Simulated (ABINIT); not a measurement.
**Geometry relaxation, with input and output: TiAl (part 2 of 3)**

The same run, continued: TiAl (P-6m2, 2 atoms in the cell); Kohn-Sham DFT of a periodic cell, LDA, PseudoDojo NC SR LDA v0.4.1 standard, no spin polarisation (ABINIT 10.8.3); cutoff 1142.88 eV, 8×8×4 k-mesh, fermi-dirac of 0.05 eV. The structure derives from a Materials Project entry.

Geometry of the input (Å; fractional positions):
```
2.8673  0.0000  0.0000
-1.4336  2.4831  0.0000
0.0000  0.0000  4.6781
Ti 0.0000  0.0000  0.0000
Al 0.3333  0.6667  0.5000
```

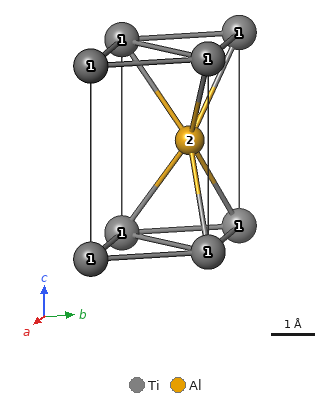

Figure 1. The input geometry (ball-and-stick view of the cell of the calculation, seen slightly off an axis; atoms are numbered from 1 in the order of the input). An atom can appear more than once, as a periodic image.

**The program's output, continued**
```
 Difference of energy with previous step (new-old):
           Absolute (Ha)=-7.73741E-04
           Relative     =-1.25349E-05

--- Iteration: ( 3/50) Internal Cycle: (1/1)
--------------------------------------------------------------------------------

---SELF-CONSISTENT-FIELD CONVERGENCE--------------------------------------------

--- !BeginCycle
iteration_state: {dtset: 1, itime: 3, icycle: 1, }
solver: {iscf: 7, nstep: 80, nline: 4, wfoptalg: 0, }
tolerances: {tolvrs: 1.00E-12, }
...

     iter   Etot(hartree)      deltaE(h)  residm     vres2
 ETOT  1  -61.283745876729    -6.128E+01 8.815E+00 6.439E+03
 ETOT  2  -61.024447062477     2.593E-01 3.579E-01 1.067E+04
 ETOT  3  -61.716858520594    -6.924E-01 9.188E-02 1.062E+02
 ETOT  4  -61.727236972620    -1.038E-02 2.039E-01 7.217E+00
 ETOT  5  -61.726680415836     5.566E-04 2.115E-02 1.191E+01
 ETOT  6  -61.727753554388    -1.073E-03 4.060E-03 3.193E-02
 ETOT  7  -61.727758339867    -4.785E-06 3.184E-03 1.859E-04
 ETOT  8  -61.727758393135    -5.327E-08 9.995E-04 6.178E-06
 ETOT  9  -61.727758395447    -2.312E-09 7.089E-04 1.988E-06
 ETOT 10  -61.727758395916    -4.683E-10 2.346E-04 4.567E-08
 ETOT 11  -61.727758395928    -1.284E-11 1.609E-04 9.126E-10
 ETOT 12  -61.727758395931    -2.096E-12 5.443E-05 9.994E-11
 ETOT 13  -61.727758395930     3.837E-13 3.688E-05 1.987E-12
 ETOT 14  -61.727758395930     4.476E-13 1.286E-05 8.227E-13

 At SCF step   14       vres2   =  8.23E-13 < tolvrs=  1.00E-12 =>converged.

 Cartesian components of stress tensor (hartree/bohr^3)
  sigma(1 1)= -1.10298195E-05  sigma(3 2)=  0.00000000E+00
  sigma(2 2)= -1.10298194E-05  sigma(3 1)=  0.00000000E+00
  sigma(3 3)= -1.35817178E-05  sigma(2 1)= -1.03857509E-13

--- !ResultsGS
iteration_state: {dtset: 1, itime: 3, icycle: 1, }
comment   : Summary of ground state results
lattice_vectors:
- [  5.3220998,   0.0000000,   0.0000000, ]
- [ -2.6610499,   4.6090736,   0.0000000, ]
- [  0.0000000,   0.0000000,   8.6231600, ]
lattice_lengths: [   5.32210,    5.32210,    8.62316, ]
lattice_angles: [ 90.000,  90.000, 120.000, ] # degrees, (23, 13, 12)
lattice_volume:   2.1152568E+02
convergence: {deltae:  4.476E-13, res2:  8.227E-13, residm:  1.286E-05, diffor: null, }
etotal    :  -6.17277584E+01
entropy   :   0.00000000E+00
fermie    :   3.30792278E-01
cartesian_stress_tensor: # hartree/bohr^3
- [ -1.10298195E-05,  -1.03857509E-13,   0.00000000E+00, ]
- [ -1.03857509E-13,  -1.10298194E-05,   0.00000000E+00, ]
- [  0.00000000E+00,   0.00000000E+00,  -1.35817178E-05, ]
pressure_GPa:   3.4953E-01
xred      :
- [ -1.9371E-29,  -3.8975E-29,   0.0000E+00, Ti]
- [  3.3333E-01,   6.6667E-01,   5.0000E-01, Al]
cartesian_forces: # hartree/bohr
- [  1.20555212E-29,  -6.96025842E-30,  -0.00000000E+00, ]
- [ -1.20555212E-29,   6.96025842E-30,  -0.00000000E+00, ]
force_length_stats: {min:   1.39205168E-29, max:   1.39205168E-29, mean:   1.39205168E-29, }
...

 Integrated electronic density in atomic spheres:
 ------------------------------------------------
 Atom  Sphere_radius  Integrated_density
    1        2.00000          9.56106757
    2        2.00000          0.96312698

---OUTPUT-----------------------------------------------------------------------

 Cartesian coordinates (xcart) [bohr]
  6.18975071139043E-31 -1.79638700801064E-28  0.00000000000000E+00
  6.18718911586347E-11  3.07271574865232E+00  4.31157999732940E+00
 Reduced coordinates (xred)
 -1.93712033186819E-29 -3.89750122249029E-29  0.00000000000000E+00
  3.33333333333333E-01  6.66666666666667E-01  5.00000000000000E-01
 Cartesian forces (fcart) [Ha/bohr]; max,rms= 1.20555E-29 8.03701E-30 (free atoms)
  1.20555212119376E-29 -6.96025841725993E-30 -0.00000000000000E+00
 -1.20555212119376E-29  6.96025841725993E-30 -0.00000000000000E+00
 Gradient of E wrt nuclear positions in reduced coordinates (gred)
 -6.41606869579756E-29  6.41606869579756E-29 -0.00000000000000E+00
  6.41606869579756E-29 -6.41606869579756E-29 -0.00000000000000E+00
 Scale of Primitive Cell (acell) [bohr]
  5.32209979394691E+00  5.32209979385246E+00  8.62315999465880E+00
 Real space primitive translations (rprimd) [bohr]
  5.32209979394691E+00  0.00000000000000E+00  0.00000000000000E+00
 -2.66104989688065E+00  4.60907362297848E+00  0.00000000000000E+00
  0.00000000000000E+00  0.00000000000000E+00  8.62315999465880E+00
 Unitary Cell Volume (ucvol) [Bohr^3]=  2.11525681606469E+02
 Angles (23,13,12)= [degrees]
  9.00000000000000E+01  9.00000000000000E+01  1.19999999999433E+02
 Lengths [Bohr]
  5.32209979394691E+00  5.32209979385246E+00  8.62315999465880E+00
 Stress tensor in cartesian coordinates (strten) [Ha/bohr^3]
 -1.10298195117493E-05 -1.03857509433110E-13  0.00000000000000E+00
 -1.03857509433110E-13 -1.10298193875822E-05  0.00000000000000E+00
  0.00000000000000E+00  0.00000000000000E+00 -1.35817177760169E-05
 Total energy (etotal) [Ha]= -6.17277583959297E+01

 Difference of energy with previous step (new-old):
           Absolute (Ha)=-6.50192E-04
           Relative     =-1.05333E-05

--- Iteration: ( 4/50) Internal Cycle: (1/1)
--------------------------------------------------------------------------------

---SELF-CONSISTENT-FIELD CONVERGENCE--------------------------------------------

--- !BeginCycle
iteration_state: {dtset: 1, itime: 4, icycle: 1, }
solver: {iscf: 7, nstep: 80, nline: 4, wfoptalg: 0, }
tolerances: {tolvrs: 1.00E-12, }
...

     iter   Etot(hartree)      deltaE(h)  residm     vres2
 ETOT  1  -61.725807248516    -6.173E+01 1.911E-05 3.080E+01
 ETOT  2  -61.722734323217     3.073E-03 1.104E-04 6.961E+01
 ETOT  3  -61.727743765375    -5.009E-03 1.115E-04 1.921E-01
 ETOT  4  -61.727761834457    -1.807E-05 9.480E-06 2.461E-03
 ETOT  5  -61.727762054477    -2.200E-07 2.997E-06 3.110E-06
 ETOT  6  -61.727762056779    -2.303E-09 4.324E-06 1.574E-06
 ETOT  7  -61.727762057057    -2.778E-10 2.534E-06 2.972E-08
 ETOT  8  -61.727762057070    -1.275E-11 3.728E-06 1.354E-11
 ETOT  9  -61.727762057070    -1.705E-13 1.896E-06 8.954E-11
 ETOT 10  -61.727762057071    -8.811E-13 2.974E-06 1.154E-12
 ETOT 11  -61.727762057069     2.203E-12 1.526E-06 1.194E-12
 ETOT 12  -61.727762057070    -1.506E-12 2.437E-06 3.956E-16

 At SCF step   12       vres2   =  3.96E-16 < tolvrs=  1.00E-12 =>converged.

 Cartesian components of stress tensor (hartree/bohr^3)
  sigma(1 1)= -5.27135483E-08  sigma(3 2)=  0.00000000E+00
  sigma(2 2)= -5.27134247E-08  sigma(3 1)=  0.00000000E+00
  sigma(3 3)=  1.45709837E-06  sigma(2 1)= -1.03452507E-13

--- !ResultsGS
iteration_state: {dtset: 1, itime: 4, icycle: 1, }
comment   : Summary of ground state results
lattice_vectors:
- [  5.3268942,   0.0000000,   0.0000000, ]
- [ -2.6634471,   4.6132257,   0.0000000, ]
- [  0.0000000,   0.0000000,   8.6336156, ]
lattice_lengths: [   5.32689,    5.32689,    8.63362, ]
lattice_angles: [ 90.000,  90.000, 120.000, ] # degrees, (23, 13, 12)
lattice_volume:   2.1216390E+02
convergence: {deltae: -1.506E-12, res2:  3.956E-16, residm:  2.437E-06, diffor: null, }
etotal    :  -6.17277621E+01
entropy   :   0.00000000E+00
fermie    :   3.29550201E-01
cartesian_stress_tensor: # hartree/bohr^3
- [ -5.27135483E-08,  -1.03452507E-13,   0.00000000E+00, ]
- [ -1.03452507E-13,  -5.27134247E-08,   0.00000000E+00, ]
- [  0.00000000E+00,   0.00000000E+00,   1.45709837E-06, ]
pressure_GPa:  -1.3256E-02
xred      :
- [ -1.7132E-29,  -3.8354E-29,   0.0000E+00, Ti]
- [  3.3333E-01,   6.6667E-01,   5.0000E-01, Al]
cartesian_forces: # hartree/bohr
- [  1.02675882E-29,  -5.92799482E-30,  -0.00000000E+00, ]
- [ -1.02675882E-29,   5.92799482E-30,  -0.00000000E+00, ]
force_length_stats: {min:   1.18559896E-29, max:   1.18559896E-29, mean:   1.18559896E-29, }
...

 Integrated electronic density in atomic spheres:
 ------------------------------------------------
 Atom  Sphere_radius  Integrated_density
    1        2.00000          9.56208219
    2        2.00000          0.96349081

---OUTPUT-----------------------------------------------------------------------

 Cartesian coordinates (xcart) [bohr]
  1.08931648439692E-29 -1.76936630276368E-28  0.00000000000000E+00
  6.19270318806673E-11  3.07548379925576E+00  4.31680780806978E+00
 Reduced coordinates (xred)
 -1.71321679907942E-29 -3.83542106598394E-29  0.00000000000000E+00
  3.33333333333333E-01  6.66666666666667E-01  5.00000000000000E-01
 Cartesian forces (fcart) [Ha/bohr]; max,rms= 1.02676E-29 6.84506E-30 (free atoms)
  1.02675882155678E-29 -5.92799482046440E-30 -0.00000000000000E+00
 -1.02675882155678E-29  5.92799482046440E-30 -0.00000000000000E+00
 Gradient of E wrt nuclear positions in reduced coordinates (gred)
 -5.46943560953235E-29  5.46943560953235E-29 -0.00000000000000E+00
  5.46943560953235E-29 -5.46943560953235E-29 -0.00000000000000E+00
 Scale of Primitive Cell (acell) [bohr]
  5.32689419823006E+00  5.32689419813552E+00  8.63361561613955E+00
 Real space primitive translations (rprimd) [bohr]
  5.32689419823006E+00  0.00000000000000E+00  0.00000000000000E+00
 -2.66344709902214E+00  4.61322569888364E+00  0.00000000000000E+00
  0.00000000000000E+00  0.00000000000000E+00  8.63361561613955E+00
 Unitary Cell Volume (ucvol) [Bohr^3]=  2.12163896515044E+02
 Angles (23,13,12)= [degrees]
  9.00000000000000E+01  9.00000000000000E+01  1.19999999999433E+02
 Lengths [Bohr]
  5.32689419823006E+00  5.32689419813552E+00  8.63361561613955E+00
 Stress tensor in cartesian coordinates (strten) [Ha/bohr^3]
 -5.27135483492647E-08 -1.03452506679252E-13  0.00000000000000E+00
 -1.03452506679252E-13 -5.27134246669503E-08  0.00000000000000E+00
  0.00000000000000E+00  0.00000000000000E+00  1.45709837226331E-06
 Total energy (etotal) [Ha]= -6.17277620570703E+01

 Difference of energy with previous step (new-old):
           Absolute (Ha)=-3.66114E-06
           Relative     =-5.93111E-08

--- Iteration: ( 5/50) Internal Cycle: (1/1)
--------------------------------------------------------------------------------

---SELF-CONSISTENT-FIELD CONVERGENCE--------------------------------------------

--- !BeginCycle
iteration_state: {dtset: 1, itime: 5, icycle: 1, }
solver: {iscf: 7, nstep: 80, nline: 4, wfoptalg: 0, }
tolerances: {tolvrs: 1.00E-12, }
...

     iter   Etot(hartree)      deltaE(h)  residm     vres2
 ETOT  1  -61.727758947865    -6.173E+01 6.312E-06 4.826E-02
 ETOT  2  -61.727754466826     4.481E-06 1.004E-05 1.055E-01
 ETOT  3  -61.727762055570    -7.589E-06 3.764E-06 1.328E-04
 ETOT  4  -61.727762071561    -1.599E-08 2.756E-06 1.300E-07
 ETOT  5  -61.727762071662    -1.006E-10 1.685E-06 3.722E-08
 ETOT  6  -61.727762071672    -1.012E-11 1.689E-06 6.695E-10
 ETOT  7  -61.727762071671     1.101E-12 9.291E-07 3.377E-11
 ETOT  8  -61.727762071671    -4.050E-13 1.193E-06 3.194E-12
 ETOT  9  -61.727762071670     6.537E-13 6.012E-07 5.119E-14

 At SCF step    9       vres2   =  5.12E-14 < tolvrs=  1.00E-12 =>converged.

 Cartesian components of stress tensor (hartree/bohr^3)
  sigma(1 1)= -4.46613642E-07  sigma(3 2)=  0.00000000E+00
  sigma(2 2)= -4.46613518E-07  sigma(3 1)=  0.00000000E+00
  sigma(3 3)=  6.72082777E-07  sigma(2 1)= -1.03470913E-13

--- !ResultsGS
iteration_state: {dtset: 1, itime: 5, icycle: 1, }
comment   : Summary of ground state results
lattice_vectors:
- [  5.3267666,   0.0000000,   0.0000000, ]
- [ -2.6633833,   4.6131152,   0.0000000, ]
- [  0.0000000,   0.0000000,   8.6329587, ]
lattice_lengths: [   5.32677,    5.32677,    8.63296, ]
lattice_angles: [ 90.000,  90.000, 120.000, ] # degrees, (23, 13, 12)
lattice_volume:   2.1213759E+02
convergence: {deltae:  6.537E-13, res2:  5.119E-14, residm:  6.012E-07, diffor: null, }
etotal    :  -6.17277621E+01
entropy   :   0.00000000E+00
fermie    :   3.29598821E-01
cartesian_stress_tensor: # hartree/bohr^3
- [ -4.46613642E-07,  -1.03470913E-13,   0.00000000E+00, ]
- [ -1.03470913E-13,  -4.46613518E-07,   0.00000000E+00, ]
- [  0.00000000E+00,   0.00000000E+00,   6.72082777E-07, ]
pressure_GPa:   2.1688E-03
xred      :
- [ -1.5978E-29,  -3.9634E-29,   0.0000E+00, Ti]
- [  3.3333E-01,   6.6667E-01,   5.0000E-01, Al]
cartesian_forces: # hartree/bohr
- [  3.55425030E-30,   2.71326263E-29,  -0.00000000E+00, ]
- [ -3.55425030E-30,  -2.71326263E-29,  -0.00000000E+00, ]
force_length_stats: {min:   2.73644314E-29, max:   2.73644314E-29, mean:   2.73644314E-29, }
...

 Integrated electronic density in atomic spheres:
 ------------------------------------------------
 Atom  Sphere_radius  Integrated_density
    1        2.00000          9.56196841
    2        2.00000          0.96343473

---OUTPUT-----------------------------------------------------------------------

 Cartesian coordinates (xcart) [bohr]
  2.04515469137030E-29 -1.82835913905764E-28  0.00000000000000E+00
  6.19262177265615E-11  3.07541011905786E+00  4.31647933648567E+00
 Reduced coordinates (xred)
 -1.59775758728250E-29 -3.96339364675858E-29  0.00000000000000E+00
  3.33333333333333E-01  6.66666666666667E-01  5.00000000000000E-01
 Cartesian forces (fcart) [Ha/bohr]; max,rms= 2.71326E-29 1.57989E-29 (free atoms)
  3.55425030167931E-30  2.71326263163196E-29 -0.00000000000000E+00
 -3.55425030167930E-30 -2.71326263163196E-29 -0.00000000000000E+00
 Gradient of E wrt nuclear positions in reduced coordinates (gred)
 -1.89326617253043E-29 -1.15699599432415E-28 -0.00000000000000E+00
  1.89326617253043E-29  1.15699599432415E-28  0.00000000000000E+00
 Scale of Primitive Cell (acell) [bohr]
  5.32676658038378E+00  5.32676658028925E+00  8.63295867297135E+00
 Real space primitive translations (rprimd) [bohr]
  5.32676658038378E+00  0.00000000000000E+00  0.00000000000000E+00
 -2.66338329009900E+00  4.61311517858679E+00  0.00000000000000E+00
  0.00000000000000E+00  0.00000000000000E+00  8.63295867297135E+00
 Unitary Cell Volume (ucvol) [Bohr^3]=  2.12137587844580E+02
 Angles (23,13,12)= [degrees]
  9.00000000000000E+01  9.00000000000000E+01  1.19999999999433E+02
 Lengths [Bohr]
  5.32676658038378E+00  5.32676658028925E+00  8.63295867297135E+00
 Stress tensor in cartesian coordinates (strten) [Ha/bohr^3]
 -4.46613642189446E-07 -1.03470913140529E-13  0.00000000000000E+00
 -1.03470913140529E-13 -4.46613518486315E-07  0.00000000000000E+00
  0.00000000000000E+00  0.00000000000000E+00  6.72082777193259E-07
 Total energy (etotal) [Ha]= -6.17277620716704E+01

 Difference of energy with previous step (new-old):
           Absolute (Ha)=-1.46001E-08
           Relative     =-2.36524E-10

--- Iteration: ( 6/50) Internal Cycle: (1/1)
--------------------------------------------------------------------------------

---SELF-CONSISTENT-FIELD CONVERGENCE--------------------------------------------

--- !BeginCycle
iteration_state: {dtset: 1, itime: 6, icycle: 1, }
solver: {iscf: 7, nstep: 80, nline: 4, wfoptalg: 0, }
tolerances: {tolvrs: 1.00E-12, }
...

     iter   Etot(hartree)      deltaE(h)  residm     vres2
 ETOT  1  -61.727761984108    -6.173E+01 4.188E-07 1.246E-03
 ETOT  2  -61.727761848373     1.357E-07 3.015E-07 3.078E-03
 ETOT  3  -61.727762077932    -2.296E-07 5.722E-07 8.428E-06
 ETOT  4  -61.727762078697    -7.653E-10 2.717E-07 1.165E-07
 ETOT  5  -61.727762078715    -1.771E-11 4.967E-07 7.150E-10
 ETOT  6  -61.727762078714     4.903E-13 2.296E-07 2.545E-12
 ETOT  7  -61.727762078714     1.350E-13 4.203E-07 2.657E-13

 At SCF step    7       vres2   =  2.66E-13 < tolvrs=  1.00E-12 =>converged.

 Cartesian components of stress tensor (hartree/bohr^3)
  sigma(1 1)= -4.63828683E-07  sigma(3 2)=  0.00000000E+00
  sigma(2 2)= -4.63828559E-07  sigma(3 1)=  0.00000000E+00
  sigma(3 3)=  2.93159907E-07  sigma(2 1)= -1.03476402E-13

--- !ResultsGS
iteration_state: {dtset: 1, itime: 6, icycle: 1, }
comment   : Summary of ground state results
lattice_vectors:
- [  5.3268247,   0.0000000,   0.0000000, ]
- [ -2.6634123,   4.6131655,   0.0000000, ]
- [  0.0000000,   0.0000000,   8.6325382, ]
lattice_lengths: [   5.32682,    5.32682,    8.63254, ]
lattice_angles: [ 90.000,  90.000, 120.000, ] # degrees, (23, 13, 12)
lattice_volume:   2.1213188E+02
convergence: {deltae:  1.350E-13, res2:  2.657E-13, residm:  4.203E-07, diffor: null, }
etotal    :  -6.17277621E+01
entropy   :   0.00000000E+00
fermie    :   3.29606367E-01
cartesian_stress_tensor: # hartree/bohr^3
- [ -4.63828683E-07,  -1.03476402E-13,   0.00000000E+00, ]
- [ -1.03476402E-13,  -4.63828559E-07,   0.00000000E+00, ]
- [  0.00000000E+00,   0.00000000E+00,   2.93159907E-07, ]
pressure_GPa:   6.2225E-03
xred      :
- [ -1.0844E-29,  -3.2185E-29,   0.0000E+00, Ti]
- [  3.3333E-01,   6.6667E-01,   5.0000E-01, Al]
cartesian_forces: # hartree/bohr
- [  3.94912395E-30,  -2.28002777E-30,  -0.00000000E+00, ]
- [ -3.94912395E-30,   2.28002777E-30,  -0.00000000E+00, ]
force_length_stats: {min:   4.56005555E-30, max:   4.56005555E-30, mean:   4.56005555E-30, }
...

 Integrated electronic density in atomic spheres:
 ------------------------------------------------
 Atom  Sphere_radius  Integrated_density
    1        2.00000          9.56193736
    2        2.00000          0.96342487

---OUTPUT-----------------------------------------------------------------------
```
